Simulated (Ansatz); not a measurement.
# Electron scattering at the Σ9 (114) boundary in bcc Mo with H (interstitial), part 2 of 2

Aim: the relaxed structure and the specific resistance of the Σ9 (114) boundary in bcc Mo with H (interstitial).

Ansatz 0.2.0; Ansatz plane-wave DFT, PBE, PAW files; relaxation of a bicrystal slab with its lowest layers held; PAW set soft_1 (the session's first sound run).

So far. Step 2 (Relaxing the bicrystal): The largest force component on a free atom ends at 0.024 eV/Å, under the tolerance of 0.03, after 8 steps.

### Step 3. Transmission across the boundary

This step: Ansatz plane-wave DFT, PBE, PAW files; ballistic transport by layer matching (Landauer), zero bias; boundary relaxed in a short slab, bulk layers laid on; PAW set soft_1 (Ansatz 0.2.0).

System of this step: Σ9 (114) boundary in bcc Mo with H (interstitial). The cell holds 57 atoms: 56 Mo and 1 H. Its edges and angles: a = 5.219 Å, b = 4.451 Å, c = 49.235 Å, α = 90.0°, β = 90.0°, γ = 64.8°. It derives from Mo. Regions: lower grain, 23 atoms (23 Mo); boundary, 15 atoms (14 Mo and 1 H); upper grain, 19 atoms (19 Mo). Vacuum lies along c.

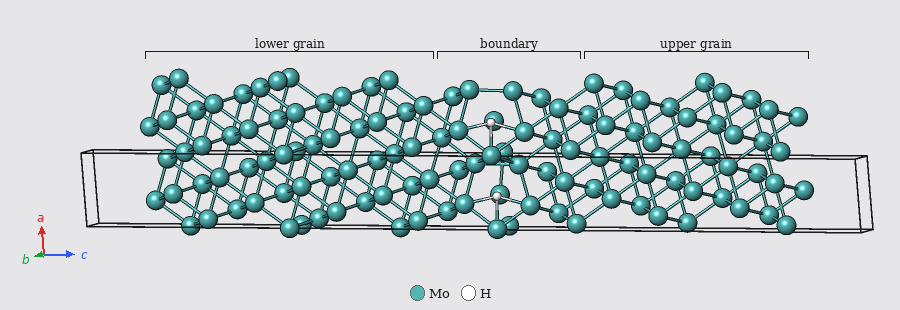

The cell of this step (molybdenum teal, hydrogen white). Bonds to atoms that aren't drawn are left out. 2×1×1 cells are drawn. Some periodic images of atoms are drawn too.

Contents of input.yaml:

```yaml
crystal:
  lattice:
    - [5.2187091076, 0.0, 0.0]
    - [1.8977124028, 4.0256559262, 0.0]
    - [0.0, 0.0, 49.234998864]
  atoms:
    - { symbol: Mo, position: [-16.6666666671, 8.3333333335, 0.0812430201] }
    - { symbol: Mo, position: [-16.1111111115, 8.0555555557, 0.0963086244] }
    - { symbol: Mo, position: [-15.5555555559, 7.7777777779, 0.1113742288] }
    - { symbol: Mo, position: [-15.0000000004, 7.5000000002, 0.1264398331] }
    - { symbol: Mo, position: [-14.4444444448, 7.2222222224, 0.1415054375] }
    - { symbol: Mo, position: [-13.8888888892, 6.9444444446, 0.1565710418] }
    - { symbol: Mo, position: [-13.3333333337, 6.6666666668, 0.1716366462] }
    - { symbol: Mo, position: [-12.7777777781, 6.388888889, 0.1867022506] }
    - { symbol: Mo, position: [-12.2222222225, 6.1111111112, 0.2017678549] }
    - { symbol: Mo, position: [-11.666666667, 5.8333333335, 0.2168334593] }
    - { symbol: Mo, position: [-11.1111111114, 5.5555555557, 0.2318990636] }
    - { symbol: Mo, position: [-10.5555555558, 5.2777777779, 0.246964668] }
    - { symbol: Mo, position: [-10.0000000003, 5.0000000001, 0.2620302724] }
    - { symbol: Mo, position: [-9.4444444447, 4.7222222223, 0.2770958767] }
    - { symbol: Mo, position: [-8.8888888891, 4.4444444445, 0.2921614811] }
    - { symbol: Mo, position: [-8.3333333335, 4.1666666668, 0.3072270854] }
    - { symbol: Mo, position: [-7.777777778, 3.888888889, 0.3222926898] }
    - { symbol: Mo, position: [-7.2222222224, 3.6111111112, 0.3373582942] }
    - { symbol: Mo, position: [-6.6666666668, 3.3333333334, 0.3524238985] }
    - { symbol: Mo, position: [-6.1111111113, 3.0555555556, 0.3674895029] }
    - { symbol: Mo, position: [-5.5555555557, 2.7777777778, 0.3825551072] }
    - { symbol: Mo, position: [-5.0000000001, 2.5000000001, 0.3976207116] }
    - { symbol: Mo, position: [-4.4444444446, 2.2222222223, 0.412686316] }
    - { symbol: Mo, position: [0.111111111, 0.9444444445, 0.4277519203] }
    - { symbol: Mo, position: [0.6641622514, 0.6679188743, 0.4424790972] }
    - { symbol: Mo, position: [0.2201602952, 0.3899198524, 0.4583575001] }
    - { symbol: Mo, position: [0.7700523322, 0.1149738339, 0.4730454032] }
    - { symbol: Mo, position: [0.3395427256, 0.8302286372, 0.4876226034] }
    - { symbol: Mo, position: [0.8814427023, 0.5592786489, 0.5018091916] }
    - { symbol: Mo, position: [0.4478149013, 0.2760925494, 0.5258833198] }
    - { symbol: Mo, position: [0.0102129967, -0.0051064984, 0.5301659904] }
    - { symbol: H, position: [0.4473929566, 0.7763035217, 0.5296917081] }
    - { symbol: Mo, position: [0.8704322706, 0.5647838647, 0.5580657616] }
    - { symbol: Mo, position: [0.3271776787, 0.8364111606, 0.5729077659] }
    - { symbol: Mo, position: [0.7562276344, 0.1218861828, 0.586847045] }
    - { symbol: Mo, position: [0.2054373757, 0.3972813122, 0.6017290619] }
    - { symbol: Mo, position: [0.6444998317, 0.6777500841, 0.6171494982] }
    - { symbol: Mo, position: [0.0909886396, 0.9545056802, 0.6325104971] }
    - { symbol: Mo, position: [-4.464566916, 2.232283458, 0.6475761015] }
    - { symbol: Mo, position: [-5.0201224716, 2.5100612358, 0.6626417058] }
    - { symbol: Mo, position: [-5.5756780271, 2.7878390136, 0.6777073102] }
    - { symbol: Mo, position: [-6.1312335827, 3.0656167913, 0.6927729146] }
    - { symbol: Mo, position: [-6.6867891383, 3.3433945691, 0.7078385189] }
    - { symbol: Mo, position: [-7.2423446938, 3.6211723469, 0.7229041233] }
    - { symbol: Mo, position: [-7.7979002494, 3.8989501247, 0.7379697276] }
    - { symbol: Mo, position: [-8.353455805, 4.1767279025, 0.753035332] }
    - { symbol: Mo, position: [-8.9090113605, 4.4545056803, 0.7681009364] }
    - { symbol: Mo, position: [-9.4645669161, 4.732283458, 0.7831665407] }
    - { symbol: Mo, position: [-10.0201224717, 5.0100612358, 0.7982321451] }
    - { symbol: Mo, position: [-10.5756780272, 5.2878390136, 0.8132977494] }
    - { symbol: Mo, position: [-11.1312335828, 5.5656167914, 0.8283633538] }
    - { symbol: Mo, position: [-11.6867891384, 5.8433945692, 0.8434289582] }
    - { symbol: Mo, position: [-12.2423446939, 6.121172347, 0.8584945625] }
    - { symbol: Mo, position: [-12.7979002495, 6.3989501247, 0.8735601669] }
    - { symbol: Mo, position: [-13.3534558051, 6.6767279025, 0.8886257712] }
    - { symbol: Mo, position: [-13.9090113606, 6.9545056803, 0.9036913756] }
    - { symbol: Mo, position: [-14.4645669162, 7.2322834581, 0.9187569799] }
kpoints:
  mp_grid: { grid: [6, 6, 1] }
hamiltonian:
  xc: pbe
  pseudopotentials: { kind: paw, azcp: { folder: soft_1 } }
scf:
  occupations: { method: fermi_dirac, width: 0.1 }
output:
  transmission:
    leads: [[12, 13], [46, 47]]
    kmesh: [16, 16]
    e_range: [-0.1, 0.1]
    de: 0.05
  write_potential: true
  write_density: true
  volumetric_format: npy
  elf: true
```

Command:

```
$ ansatz run input.yaml --threads 4 --pin off --max-ram 15360MiB --backend cpu --events-out ev --progress --plain --runs-dir out
```

Numbers of over 12 decimals in the logs are rounded to 6 here.

The log of the run:

```text
[...]
Crystal: 57 atoms, lattice volume = 1034.365 Å³
Basis set: ecut = 420 eV, 20273 PW (Γ)
Bands: 471, of which v1, the nominal top of the filled ones, is band 393 counted from 1 (392 counted from 0)
Symmetry: 2 space group operations
[...]
k-points: 13 of 36 (time reversal used)
[...]
SCF iter   1: F=—  HF=-277585.556088 eV  |F-HF|=—  |Δ(HF+E_count)|=         —  Δρ=1.01e-1  dr2=6.93e2  ethr=3.10e-3  ⟨swp⟩=6.2  Hψ=21321  notcnv=0
[...]
SCF iter  12: F=-277544.529245 eV  HF=-277544.529245 eV  |F-HF|=1.07e-8  |Δ(HF+E_count)|=   2.72e-8  Δρ=9.26e-7  dr2=2.25e-8  ethr=1.27e-11  ⟨swp⟩=16.5  Hψ=20901  notcnv=0
SCF 1 converged in 12 iterations: F = -277544.529245 eV  dr2 = 2.25e-8
[...]
transmission: 470 of 4672 steps passed
transmission: 938 of 4672 steps passed
[...]
transmission: 4672 of 4672 steps passed
WARN: The output density's exchange-correlation potential varies sharply where the density is thin. Do not read a vacuum level from v_tot or v_xc, or from such a field of the output density. On a cell that repeats whose density bears no net charge and no dipole along the vacuum's axis use v_es (v_loc + v_h of the components); under efield.dipole_correction with no amplitude use v_es + v_field, which holds any externa [...]
SCF converged after 12 iterations
Free energy (F): -277544.529245 eV
[...]
Internal energy: -277543.176547 eV  (E = F + TS)
E sigma→0 (E₀):  -277543.852896 eV
Entropy (-TS):   -1.352698 eV (-23.732 meV/atom)
Fermi energy:    17.282826 eV
[...]
--- Band table (eV; the first three rows and the last of 13) ---
  k-point 0: bands = [... 389 lower, 16.5846, 16.7687, 16.8818, 16.9318, 17.0810, 17.0893, 17.1447, 17.1590, ... 74 higher]
  k-point 1: bands = [... 389 lower, 16.8375, 16.8901, 16.9499, 16.9862, 17.0392, 17.0583, 17.0762, 17.1227, ... 74 higher]
  k-point 2: bands = [... 389 lower, 17.2008, 17.2546, 17.2917, 17.3314, 17.3997, 17.4876, 17.5368, 17.5611, ... 74 higher]
  k-point 12: bands = [... 389 lower, 17.7122, 17.7286, 17.9051, 17.9393, 18.0282, 18.0516, 18.0773, 18.1108, ... 74 higher]
--- Transmission ---
  basis      : 185 plane waves across, 64 finite elements along
  points     : 73, standing for a mesh of 16 x 16
  energies   : 5 from -0.100000 to 0.100000 eV about the Fermi level, 0.050000 eV apart; the leads are filled to 0.000000 eV, and channels, transmission and decay are at 0.000000 eV
  crystal 0  : Mo3, at the sites [12, 13], period 2.2253 Å, over 17.80 Å; its Hamiltonian steps by up to 23.6 meV
    offset         : up to 0.0000 Å between an atom of the period and one for which it stands
    channels       : 3.289062e0 a spin
    conductance    : none, the energies end too early or step too widely for 300 K: set another output.transmission.e_range or a lower de, or, where they end at an eighth of basis.ecutwfc, a higher one
[...]
channels       : 3.289062e0 a spin
[...]
junction   : crystal 0 to crystal 1, 12.86 to 36.38 Å
    transmission   : 1.667111e0 a spin
[...]
```

Wall time 20 min (4 threads of Arm Neoverse V1, shared host); peak memory 11 GiB; 73 min of CPU time.

This step gave:

```yaml
free_energy: -277544.5292 eV
energy_at_zero_smearing: -277543.8529 eV
fermi_energy: 17.28 eV
cell_area: 21.01 Å²
transmission_per_spin_nearest_the_fermi_level: 1.667
open_channels_per_spin_nearest_the_fermi_level: 3.289
open_channels_per_spin_upper_lead: 3.289
step_of_the_lead_s_potential: 23.6 meV
step_of_the_upper_lead_s_potential: 21.6 meV
```

Per spin. Table of transmission, zone mean by energy, zero at the Fermi level:

```csv
energy (eV),"transmission, zone mean"
-0.1000,1.66
-0.0500,1.67
0.0000,1.67
0.0500,1.74
0.1000,1.76
```

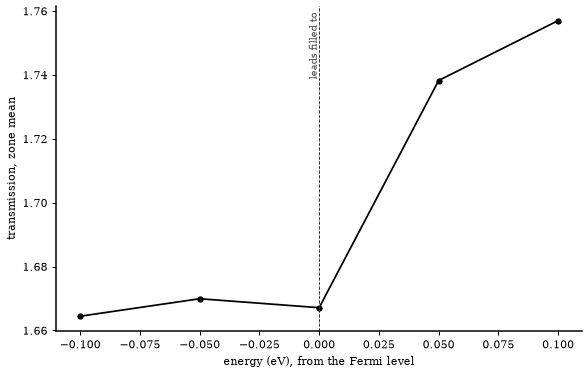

Transmission, zone mean, plotted against energy.

Per spin. Table of open channels, zone mean, lead = upper lead by energy, zero at the Fermi level:

```csv
energy (eV),"open channels, zone mean, lead = upper lead"
-0.1000,3.37
-0.0500,3.31
0.0000,3.29
0.0500,3.51
0.1000,3.59
```

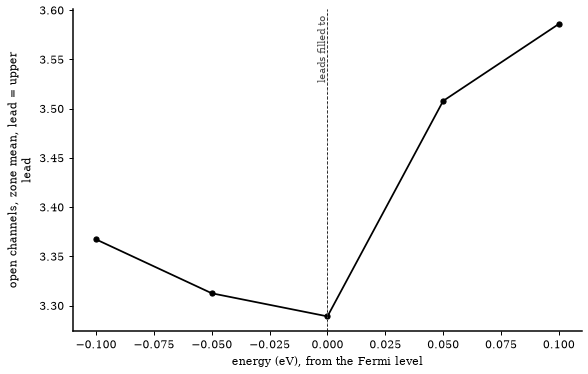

Open channels, zone mean, lead = upper lead, plotted against energy.

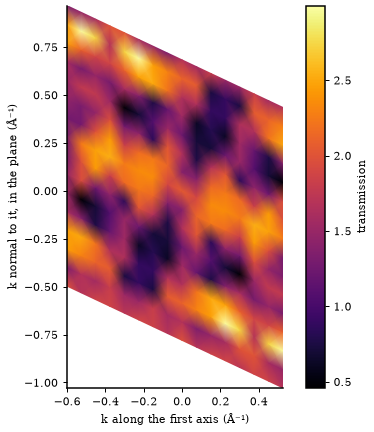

Transmission over k1 and k2. At 0.0000 eV from the Fermi level.

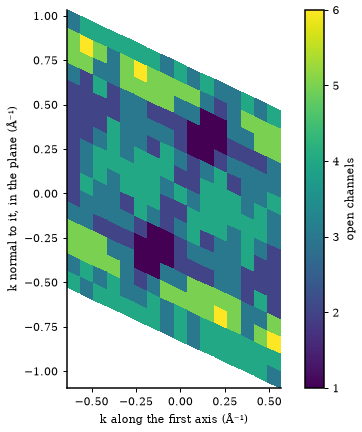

Open channels over k1 and k2. At 0.0000 eV from the Fermi level.

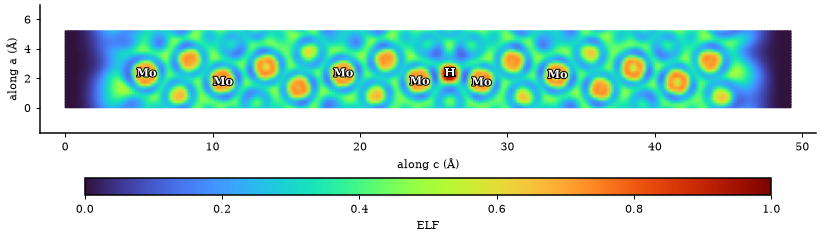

ELF in the ca plane at fractional y = 0.788, with atoms of Mo and H within 0.2 Å of it. It is the smooth field of the valence electrons, not physical close to the nuclei.

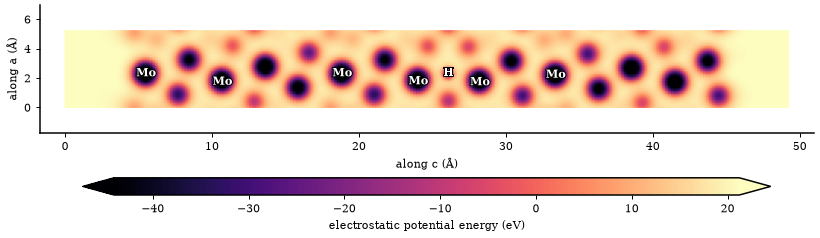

Electrostatic potential energy in the ca plane at fractional y = 0.788, with atoms of Mo and H within 0.2 Å of it. With pseudopotentials it is smooth inside the atoms' cores, unlike the true potential.

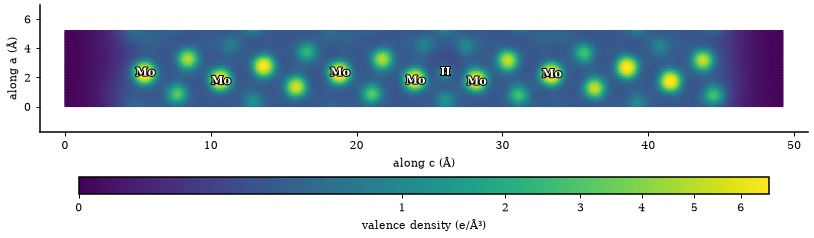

Valence density in the ca plane at fractional y = 0.788, with atoms of Mo and H within 0.2 Å of it. It is the smooth field of the valence electrons, not physical close to the nuclei. The colour scale is stretched toward low values.

Over the solved energies the transmission per spin lies between 1.66 and 1.76, out of 3.41 channels of the lead on average (up to 3.59).

### Step 4. Specific resistance

This step: Ansatz plane-wave DFT, PBE, PAW files; ballistic transport by layer matching (Landauer), zero bias; specific resistance of the boundary; PAW set soft_1 (Ansatz 0.2.0).

This step gave:

- area resistance: 0.8010 fΩ m²
- T over the leads' mean channel count: 0.4980

Averaged over the energies near the Fermi level, 49.8 % of the channels pass, which makes 0.801 fΩ m².

By hand, with T and the leads' channels N averaged over the energies near the Fermi level: RA = A (h/2e²)(1/T − ½[1/N₁ + 1/N₂]) = 21.01×10⁻²⁰ m² × 12 906 Ω × (1/1.699 − ½[1/3.413 + 1/3.413]) = 0.801 fΩ m².

### Step 5. Outcome

```
specific resistance of the boundary : 0.801 fΩ m²
share of channels that pass         : 0.498
```

**Reading.** The boundary has a specific resistance of 0.80 fΩ m². The boundary reflects 50 % of the channels; 0.80 fΩ m² is 8.0×10⁻¹² Ω·cm². That equals the resistance of 15 nm of bulk Mo at 300 K (measured 5.52 µΩ cm, CRC Handbook of Chemistry and Physics, 84th ed., 2003, Electrical Resistivity of Pure Metals). One H in 21.0 Å² of boundary is a high coverage. One starting structure was relaxed; another shift or atom count at the boundary may lie lower.

[Logs are printed without paths, hosts, clocks, repeated set-up lines and the standing remarks that a program may print on its own settings, such as how far it seeks lower states.]

[Hosts, paths, dates, database ids (printed as entryN), source tags and the programs' standing remarks are cut or masked in the printed files.]
